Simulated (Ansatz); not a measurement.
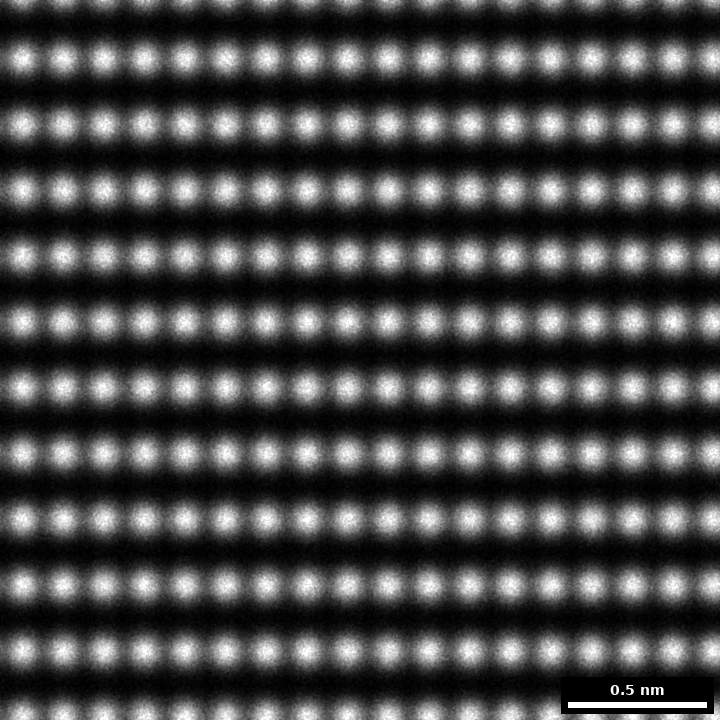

Dark-field STEM-like image of Ga (P6_3/mmc, No. 194). Simulated incoherent Z contrast: every atom adds Z^1.8 spread by a probe of 0.94 Å full width; channelling and multiple scattering are left out. Shot noise was added. Structure used: the input geometry of an electronic-structure calculation (not necessarily at equilibrium); the starting structure was generated, so it need not be a known form of this composition.

```xyz
2
Lattice="2.9478 0.0000 0.0000 -1.4739 2.5529 0.0000 0.0000 0.0000 4.7743" Properties=species:S:1:pos:R:3 pbc="T T T"
Ga    0.0000    1.7019    3.5807
Ga    1.4739    0.8510    1.1936
```

**Along which zone axis is the crystal seen: [001], [311], [100] or [210]? (Directions equivalent by symmetry count as one.)**

[210]. The projected cells are 2.95 × 2.95 Å, 120° for [001]; 1.75 × 2.25 Å, 92° for [311]; 2.55 × 4.77 Å, 90° for [100]; 1.47 × 2.39 Å, 90° for [210], and the image repeats as the [210] one does.
